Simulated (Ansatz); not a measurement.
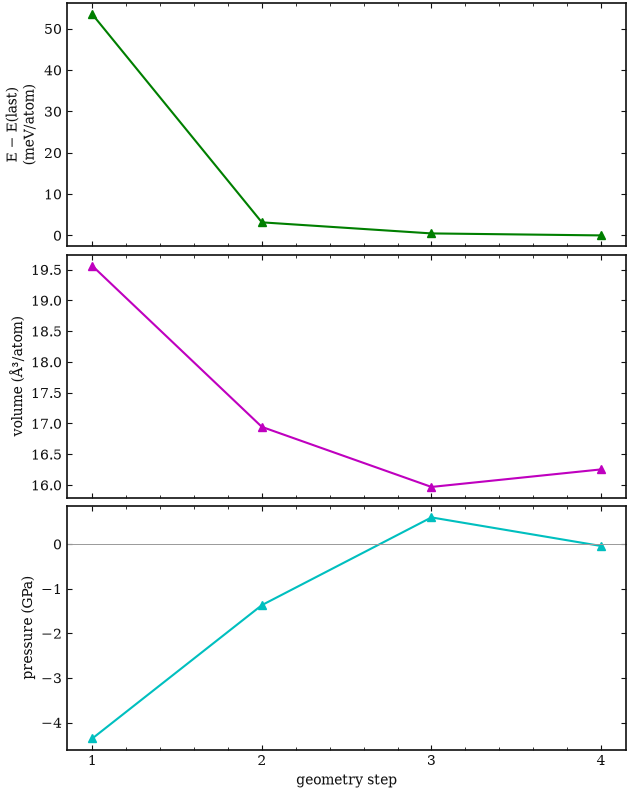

(Drawn from a calculation with Ansatz.)

History of a geometry optimisation. Atoms and cell relax. A closing SCF on a freshly chosen basis isn't drawn.

```
crystal:
  lattice:
    - [0.0, 2.694402443, 2.694402443]
    - [2.694402443, 0.0, 2.694402443]
    - [2.694402443, 2.694402443, 0.0]
  atoms:
    - { symbol: Li, position: [0.0, 0.0, 0.0] }
    - { symbol: Cl, position: [0.5, 0.5, 0.5] }
basis:
  ecutwfc: 420
kpoints:
  mp_grid: { grid: [8, 8, 8] }
hamiltonian:
  xc: pbesol
scf:
  occupations: { method: gaussian, width: 0.02 }
output:
  forces: true
  stress: true
  eigenvalues: true
relax:
  adjacent_minimum: "off"
  f_tol: 0.01
  max_steps: 60
  cell: { stress_tol: 0.1 }
```

Q: How did the optimisation end?

A: The optimisation met its thresholds at geometry 4, counting the start as the first. The energy fell by about 53 meV/atom from the first step to the last. All forces vanish by symmetry, so only the cell moves.

Q: Was the starting cell too large or too small?

A: The volume shrinks from 19.6 to 16.3 Å³ per atom (−17 %), overshooting to 16.0 at step 3, as the pressure goes from −4.4 GPa to about 0 GPa. The start was expanded.
